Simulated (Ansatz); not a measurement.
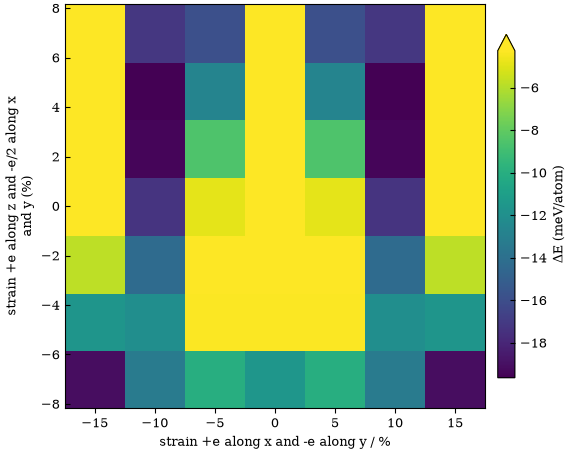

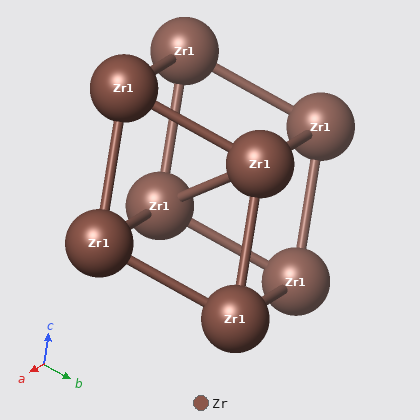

Energy landscape of Zr (Im-3m, No. 229; 1 atom in the cell). The energy is mapped over two homogeneous strains (x, y and z along the cube axes). The first coordinate is: strain +e along x and -e along y; the second: strain +e along z and -e/2 along x and y. Nothing is relaxed (symmetry fixes all fractional coordinates). Grid: 7 × 7 points; 28 points were computed and 21 follow by symmetry. Points are written as (first, second). All energies are given in meV/atom relative to the relaxed crystal. The calculation used Ansatz, DFT PBE, scalar-relativistic, plane waves, PAW. Settings: cutoff 420 eV, k-mesh 18×18×18, gaussian smearing 0.15 eV, no spin polarisation.

Drawn: one coloured cell a grid point, one colour for all values above the top of the scale. The second picture is the structure at the lowest point

Q: Where are the lowest and the highest points?

A: The lowest grid point is at (−10 %, 4.67 %), −19.6 meV/atom from the relaxed crystal. The same energy is found at (10 %, 4.67 %). The highest grid point, (−15 %, 7.00 %), lies 49.8 meV/atom above the lowest. The reference (Im-3m) is not the lowest structure on this map: a distortion lowers the energy (space group Immm at the lowest grid point).

The values on the grid:

```tsv
second ↓, first →	−15	−10	−5	0	5	10	15
7.00	30.2	−17.2	−15.9	−3.5	−15.9	−17.2	30.2
4.67	15.0	−19.6	−12.7	−1.7	−12.7	−19.6	15.0
2.33	5.4	−19.4	−8.5	−0.5	−8.5	−19.4	5.4
0.00	−0.8	−17.4	−4.9	0.0	−4.9	−17.4	−0.8
−2.33	−5.8	−14.3	−3.1	−1.0	−3.1	−14.3	−5.8
−4.67	−11.6	−12.1	−4.4	−4.4	−4.4	−12.1	−11.6
−7.00	−19.2	−13.3	−10.0	−11.6	−10.0	−13.3	−19.2
```

Each point was launched as `ansatz run input.yaml --threads 1 --pin off --max-ram 2048MiB --backend cpu --events-out ev --progress --plain --runs-dir out`. Time for the 28 points that were run: 4.1 min on 1 thread of Arm Neoverse V2 (shared host).
